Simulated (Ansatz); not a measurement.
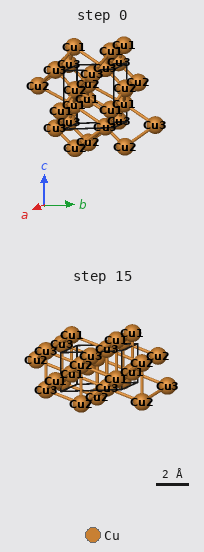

The structure of solid Cu (built on the trigonal selenium_152 type) (coarse preliminary run) before (top) and after (bottom) a relaxation, at one scale.

Style: ball-and-stick. Shown: the cell of the calculation, slightly off an axis.

Case: trigonal selenium type (P3_121, No. 152).

All numbers below come from Ansatz, DFT r2SCAN, scalar-relativistic, plane waves, PAW. Settings: plane-wave cutoff 500 eV; k-point mesh 6 × 6 × 6; occupations gaussian; smearing width 0.1 eV; no spin polarisation; cell and atoms relaxed; force threshold 0.04 eV/Å; at most 70 steps.

> What changed between the two?

The energy falls by 2503 meV per atom in 12 accepted moves (15 points after the start). The largest force component goes from 14 to under 0.0001 eV/Å. Pressure: 85.34 GPa at the start and 0.05 GPa at the end. The line search rejected the trial step at point 11 of the run. The SCF was repeated twice at an unchanged geometry on a basis and grid sized afresh for the cell, which shifted the energy by 5.6 meV per atom at most. The largest moves relative to the cell, 0.43 Å, are those of Cu1, Cu2 and Cu3. Cu1 goes along +a. Cell: a = b 3.291 → 4.005 Å (+21.7 %), c 3.734 → 2.483 Å (−33.5 %). Volume −1.5 %. Among the contacts that change: Cu1–Cu1 3.734 → 2.483 Å, Cu1–Cu2 1.789 → 2.456 Å, Cu1–Cu2 (another image) 2.590 → 2.456 Å. Among the angles between lasting bonds that change: Cu2–Cu1–Cu3 103.1° → 70.8°, Cu2–Cu1–Cu2 78.9° → 109.2°, Cu2–Cu1–Cu3 99.0° → 70.8°. The space group (tolerance 0.01 Å) goes from P3_121 (No. 152) to R-3m (No. 166). The run took roughly 3 core-minutes on a shared host.
